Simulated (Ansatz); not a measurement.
The calculation's input:

```
crystal:
  lattice:
    - [5.6288445222, 0.0, 0.0]
    - [-2.8144222611, 4.8747223502, 0.0]
    - [0.0, 0.0, 33.5549453352]
  atoms:
    - { symbol: Al, position: [0.1666666667, 0.3333333333, 0.1192074658] }
    - { symbol: Al, position: [0.1666666667, 0.8333333333, 0.1192074658] }
    - { symbol: Al, position: [0.6666666667, 0.3333333333, 0.1192074658] }
    - { symbol: Al, position: [0.6666666667, 0.8333333333, 0.1192074658] }
    - { symbol: Al, position: [0.0, 0.0, 0.1880575786] }
    - { symbol: Al, position: [0.0, 0.5, 0.1880575786] }
    - { symbol: Al, position: [0.5, 0.0, 0.1880575786] }
    - { symbol: Al, position: [0.5, 0.5, 0.1880575786] }
    - { symbol: Al, position: [0.3333333333, 0.1666666667, 0.2569076914] }
    - { symbol: Al, position: [0.3333333333, 0.6666666667, 0.2569076914] }
    - { symbol: Al, position: [0.8333333333, 0.1666666667, 0.2569076914] }
    - { symbol: Al, position: [0.8333333333, 0.6666666667, 0.2569076914] }
    - { symbol: Al, position: [0.0, 0.0, 0.3257578042] }
    - { symbol: Al, position: [0.0, 0.5, 0.3257578042] }
    - { symbol: Al, position: [0.5, 0.0, 0.3257578042] }
    - { symbol: Al, position: [0.5, 0.5, 0.3257578042] }
    - { symbol: Al, position: [0.1666666667, 0.3333333333, 0.3941383343] }
    - { symbol: Al, position: [0.1666666667, 0.8333333333, 0.3941383343] }
    - { symbol: Al, position: [0.6666666667, 0.3333333333, 0.3941383343] }
    - { symbol: Al, position: [0.6666666667, 0.8333333333, 0.3941383343] }
    - { symbol: Al, position: [0.0, 0.0, 0.4632563468] }
    - { symbol: Al, position: [0.0, 0.5, 0.4632563468] }
    - { symbol: Al, position: [0.5, 0.0, 0.4632563468] }
    - { symbol: Al, position: [0.5, 0.5, 0.4632563468] }
    - { symbol: Al, position: [0.3333333333, 0.1666666667, 0.5326957441] }
    - { symbol: Al, position: [0.3333333333, 0.6666666667, 0.5326957441] }
    - { symbol: Al, position: [0.8333333333, 0.1666666667, 0.5326957441] }
    - { symbol: Al, position: [0.8333333333, 0.6666666667, 0.5326957441] }
    - { symbol: Al, position: [0.0, 0.0, 0.6036351761] }
    - { symbol: Al, position: [0.0, 0.5, 0.6036351761] }
    - { symbol: Al, position: [0.5, 0.0, 0.6036351761] }
    - { symbol: Al, position: [0.5, 0.5, 0.6036351761] }
    - { symbol: H, position: [0.25, 0.1666666667, 0.7019813354] }
basis:
  ecutwfc: 420
kpoints:
  mp_grid: { grid: [6, 6, 1] }
hamiltonian:
  xc: pbe
  pseudopotentials: { kind: paw, azcp: { folder: soft_1 } }
  dispersion: d3bj
scf:
  occupations: { method: gaussian, width: 0.1 }
output:
  forces: true
  eigenvalues: true
  write_density: true
  write_potential: true
  elf: true
  volumetric_format: npy
efield:
  axis: 3
  dipole_correction: true
  ramp_width: 0.04
```

Run with:

```sh
ansatz run input.yaml --threads 2 --pin off --max-ram 6144MiB --backend cpu --events-out ev --progress --plain --runs-dir out
```

A point of a scan over the structure, not its minimum; not relaxed (largest force 0.7 eV/Å); computed without spin polarisation; PAW files of the earlier set (soft_1).

All numbers below come from Ansatz, DFT PBE+D3(BJ), scalar-relativistic, plane waves, PAW.

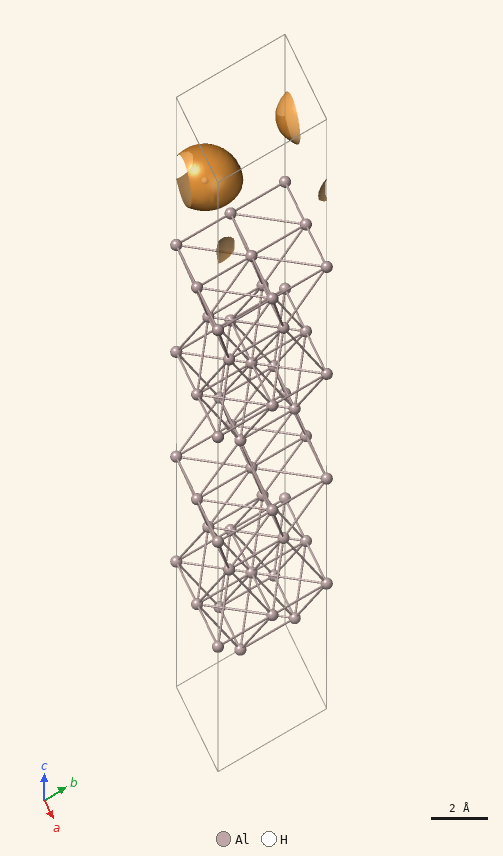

Al₃₂H (slab). Isosurface of the ELF at 0.9 (orange), seen at an oblique angle. Core shells and regions of very low density are left out. Sticks mark near contacts.

Core electrons are frozen (PAW), and the valence fields are smoothed inside the atomic spheres.

Describe the localisation domains.

The surface consists of one region around a hydrogen nucleus, counted in one cell of 33 atoms. Counts are for one cell; the picture repeats the cell along the surface. Along the contacts the grid gives the following. Al–Al (2.81 Å): the ELF peaks at about 0.65 between the atoms. Al–H (3.53 Å): the ELF climbs to about 1 towards the hydrogen.

Does the calculation make it a metal, or give it a gap?

It is metallic or semimetallic at this level of theory: no gap opens.
